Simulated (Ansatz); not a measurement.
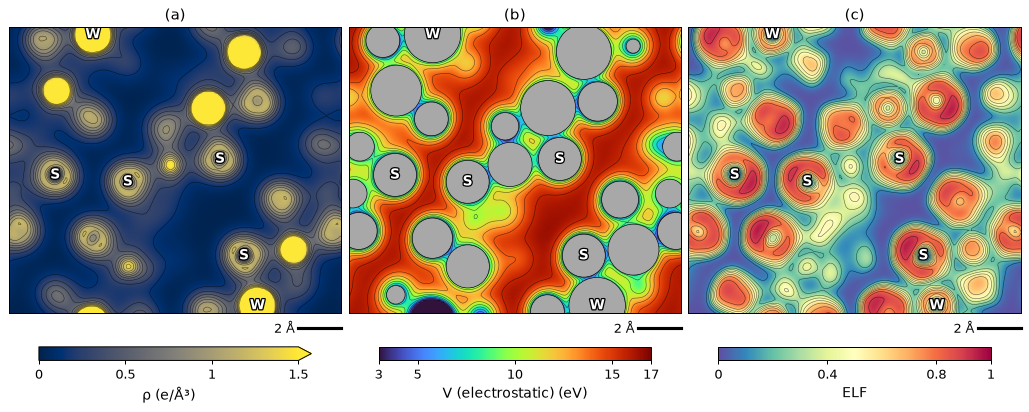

Figure. W14S27 (cell charge +1, with a compensating background) (cell with a defect). (a) valence pseudo-density; (b) electrostatic potential (local pseudopotential plus Hartree) felt by an electron; (c) electron localisation function on the (111) plane of the calculation cell. Grey discs cover the atomic cores in the potential map.

The program warned that a starting moment wasn't kept; spin-polarised, but the moments vanished.

Theory: DFT PBE+D3(BJ), scalar-relativistic, plane waves, PAW in Ansatz.

In a PAW calculation such maps are meaningful between the atoms, not at the nuclei.

```
W S
1.0
    -1.57707   -8.19470    0.00000
     7.88535    2.73157    0.00000
     0.00000    0.00000   12.14503
W S
14 27
Direct
  0.47619 0.09524 0.74937
  0.61908 0.52377 0.74948
  0.19052 0.23811 0.74944
  0.76184 0.95235 0.74948
  0.33332 0.66670 0.74944
  0.90473 0.38091 0.74944
  0.04765 0.80959 0.74948
  0.66087 0.32577 0.25269
  0.80952 0.76190 0.24679
  0.38209 0.47471 0.24963
  0.94976 0.18934 0.24963
  0.52204 0.91056 0.25269
  0.09672 0.62167 0.24963
  0.24566 0.04939 0.25269
  0.61621 0.51369 0.12077
  0.19442 0.23538 0.12174
  0.75462 0.95522 0.12077
  0.33605 0.67333 0.12174
  0.89810 0.37701 0.12174
  0.05774 0.81681 0.12077
  0.66666 0.33331 0.62013
  0.80952 0.76190 0.62022
  0.38104 0.47626 0.62021
  0.95237 0.19039 0.62021
  0.52379 0.90477 0.62013
  0.09517 0.61906 0.62021
  0.23812 0.04764 0.62013
  0.47619 0.09524 0.38412
  0.62221 0.52416 0.37855
  0.18966 0.23574 0.37946
  0.75909 0.94921 0.37855
  0.33568 0.66820 0.37946
  0.90323 0.38177 0.37946
  0.04726 0.81234 0.37855
  0.66666 0.33323 0.87887
  0.80952 0.76190 0.87914
  0.38100 0.47620 0.87911
  0.95234 0.19043 0.87911
  0.52372 0.90477 0.87887
  0.09523 0.61908 0.87911
  0.23820 0.04771 0.87887
```

Interpret the plot.

Answer. Atoms in the plane: W and S. Atoms just off the plane (W, 0.3 Å away and S, 0.3 Å away) can leave unmarked features too. W–S (2.41 Å): ρ at the midpoint is about 0.63 e/Å³; the ELF peaks at about 0.85 in the valence shell of S, 0.8 Å from its nucleus, and is about 0.50 at the midpoint. W–S (2.41 Å): ρ at the midpoint is about 0.63 e/Å³; the ELF peaks at about 0.85 in the valence shell of S, 0.8 Å from its nucleus, and is about 0.50 at the midpoint. Between the atoms the lowest density in this plane is 0.01 e/Å³. The features right at W lie inside the PAW spheres, where the map follows smoothed inner orbitals and isn't to be read closely. Outside the cores the potential energy rises away from the atoms and is highest about 2.1 Å from the nearest atoms; its zero is arbitrary.
